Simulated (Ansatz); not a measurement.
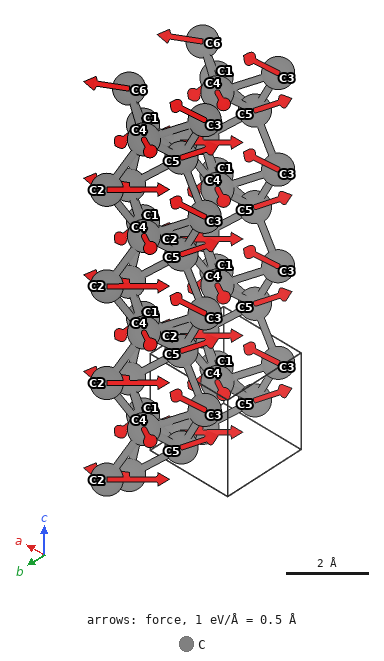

Starting geometry of solid C (a generated structure, set up in P3_2) (coarse preliminary run) with the computed forces as red arrows. The picture is a ball-and-stick view of the cell of the calculation, repeated 1 × 2 × 4 with one cell outlined, seen from a free direction.

Level of theory: Ansatz 0.2.0, DFT PBE, scalar-relativistic, plane waves, PAW.

Input
```yaml
crystal:
  lattice:
    - [3.69135807, 0.0, 0.0]
    - [-1.84567903, 3.19680986, 0.0]
    - [0.0, 0.0, 2.52989953]
  atoms:
    - { symbol: C, position: [0.93387396, 0.16713701, 0.48454993] }
    - { symbol: C, position: [0.83286299, 0.76673696, 0.15121659] }
    - { symbol: C, position: [0.23326304, 0.06612604, 0.81788326] }
    - { symbol: C, position: [0.60455424, 0.50158695, 0.65367902] }
    - { symbol: C, position: [0.49841305, 0.10296729, 0.32034568] }
    - { symbol: C, position: [0.89703271, 0.39544576, 0.98701235] }
basis:
  ecutwfc: 420
kpoints:
  mp_grid: { grid: [6, 6, 6] }
hamiltonian:
  xc: pbe
scf:
  occupations: { method: gaussian, width: 0.1 }
  lower_state_search: "off"
output:
  forces: true
  stress: true
  eigenvalues: true
relax:
  adjacent_minimum: "off"
  f_tol: 0.04
  max_steps: 70
  cell: { stress_tol: 0.4 }
```

Launched with:
```bash
ansatz run input.yaml --threads 1 --pin off --max-ram 2560MiB --backend cpu --events-out ev --progress --plain --runs-dir out
```

Question: What follows when this structure is relaxed?

Answer: It isn't relaxed: the largest force vector, on C atoms, is 3.11 eV/Å. The final displacements have little in common with the starting forces (cosine between the two patterns 0.06). The largest moves relative to the cell, 0.76 Å, are those of C1, C2 and C3. C3 goes along [1 2 0]. Cell: a = b 3.691 → 4.049 Å (+9.7 %), c 2.530 → 2.461 Å (−2.7 %). Volume +17.0 %. Some distances before and after: C4–C5 1.566 → 2.331 Å, C1–C2 1.576 → 2.331 Å, C1–C4 2.170 → 1.608 Å, C1–C5 1.559 → 1.608 Å. New bonds form: C1–C4 (2.17 → 1.61 Å), C2–C5 (2.17 → 1.61 Å), C3–C6 (2.17 → 1.61 Å). Among the angles between lasting bonds that change: C4–C3–C5 60.3° → 95.2°, C4–C3–C5 86.4° → 119.7°, C1–C5–C3 141.3° → 119.7°. The space group (tolerance 0.01 Å) goes from P3_2 (No. 145) to P6_522 (No. 179). Over 12 accepted moves (15 points after the start) the energy falls by 2450 meV per atom. Largest force component: 3.1 eV/Å at the start, 0.01 eV/Å at the end. The pressure goes from 114.75 to 0.16 GPa. The line search rejected the trial step at point 9 of the run. The SCF was repeated twice at an unchanged geometry on a basis and grid sized afresh for the cell, which shifted the energy by 13.4 meV per atom at most. The run took 54 s on 1 thread of Arm Neoverse V1, with other jobs on the host, peak memory 0.31 GiB.
